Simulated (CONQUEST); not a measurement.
## A series of single points on SiC

System: SiC (F-43m, 4 atoms in the cell).
Method: Kohn-Sham DFT of a periodic cell, PBEsol, PseudoDojo NC PBEsol, no spin polarisation (CONQUEST 1.3).

The 7 runs differ only in the geometry, by an even scaling of the cell at fixed fractional positions. The structure derives from an entry of the Crystallography Open Database.

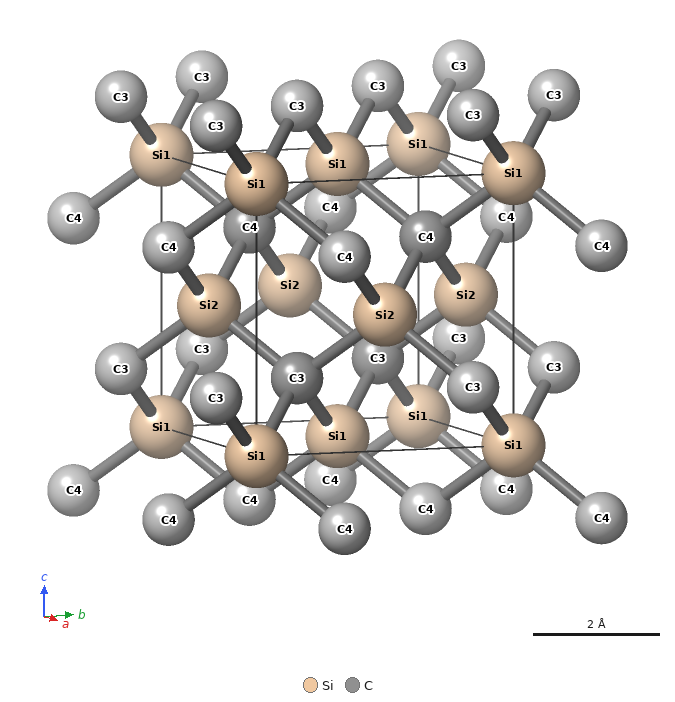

Figure 1. The structure of run 4 (ball-and-stick view of the cell 2 times as large as that of the calculation, set on its symmetry axes, seen slightly off an axis; neighbours outside the cell are drawn fainter; atoms are numbered from 1 in the order of the input). An atom can appear more than once, as a periodic image.

### Input of run 4
```
IO.Title SiC
IO.Coordinates coords.dat
IO.FractionalAtomicCoords T
IO.Iprint 2
IO.Iprint_init 1
General.NumberOfSpecies 2
General.PseudopotentialType hamann
AtomMove.TypeOfRun static
AtomMove.FullStress T
Grid.PointsAlongX 32
Grid.PointsAlongY 32
Grid.PointsAlongZ 48
DM.SolutionMethod diagon
Diag.MPMesh T
Diag.GammaCentred T
Diag.MPMeshX 9
Diag.MPMeshY 9
Diag.MPMeshZ 6
Diag.kT 0.00183747
minE.SCTolerance 1e-6
SC.MaxIters 100
IO.AtomChargeOutput T
%block ChemicalSpeciesLabel
1 28.090 Si
2 12.010 C
%endblock
```

Command:
```bash
OMP_NUM_THREADS=1 Conquest
```

Lattice vectors (Å) and fractional positions of run 4:
```
   3.081571    0.000000    0.000000
   0.000000    3.081571    0.000000
   0.000000    0.000000    4.358000
Si  0.000000  0.000000  0.000000
Si  0.500000  0.500000  0.500000
C   0.000000  0.500000  0.250000
C   0.500000  0.000000  0.750000
```

Run 2 has the same physical settings and fractional positions; its lattice vectors (Å) are:
```
   3.039923    0.000000    0.000000
   0.000000    3.039923    0.000000
   0.000000    0.000000    4.299101
```

### Results, with one run withheld

```tsv
run	volume per atom (Å³)	free energy per atom, from the lowest run given (meV)	pressure (GPa)	gap on the mesh (eV)
1	9.725	40.17	18.28	1.14
2	9.932	?	?	?
3	10.139	7.17	7.44	1.18
4	10.346	0.65	2.75	1.20
5	10.553	0.00	−1.49	1.21
6	10.760	4.22	−5.19	1.23
7	10.967	13.27	−8.77	1.25
```

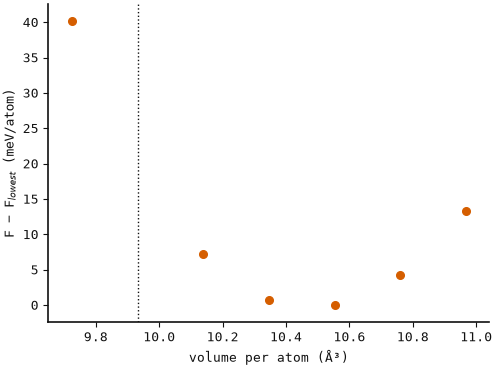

Figure 2. Free energy per atom of the runs given; the dotted line marks run 2.

What should run 2 give?

A cubic polynomial in V^(−2/3) (the Birch–Murnaghan form), fitted to the 6 runs given, misses them by at most 0.08 meV per atom. With x = V^(−2/3) − 0.20986 Å⁻², it reads F = −0.062865 + 718.52 x + 3.5428e+05 x² + 5.4502e+05 x³ (meV per atom). At run 2 it gives 20.08 meV per atom, and the run itself gives 20.10. The slope of the fit gives a pressure −dF/dV of 12.66 GPa there, and the run prints 12.72 GPa. The two needn't agree exactly: the fit is approximate, and the printed stress is taken on a finite basis. The fit has its minimum at 10.478 Å³ per atom, where V d²F/dV² gives 209 GPa: the bulk modulus at this level, since symmetry fixes the shape and the positions. The gap on the mesh goes, without turning, from 1.14 eV in run 1 to 1.25 eV in run 7; run 2 has 1.16 eV. These are gaps of this functional on this mesh, which can miss the band edges; they aren't the measured gap.

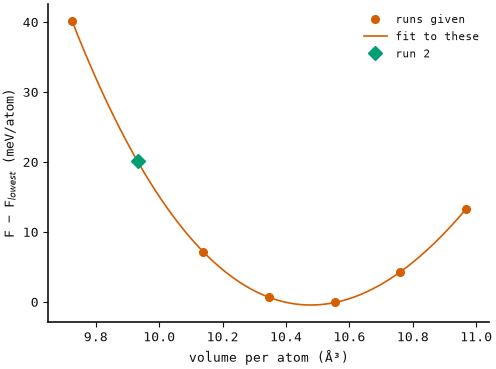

Figure 3. The fit and the withheld run.

### Some lines of the output (run 2)
```
[...]
      Using Fermi-Dirac smearing
          DFT Total Energy                 :       -20.316872394481436 Ha
          Free Energy (E-TS)               :       -20.488021971376014 Ha
          DFT Total Energy                 :       -20.478165664944576 Ha
          DFT Total Energy                 :       -20.483004994620771 Ha
          DFT Total Energy                 :       -20.483043924654240 Ha
          DFT Total Energy                 :       -20.483045221592590 Ha
          DFT Total Energy                 :       -20.483045453238240 Ha
          DFT Total Energy                 :       -20.483045454619766 Ha
      |* DFT total energy        =       -20.483045454619766 Ha
    force: Average pressure:     12.72286160 GPa
```

Notes: With a small basis of atomic orbitals these values can differ much from converged plane-wave results.
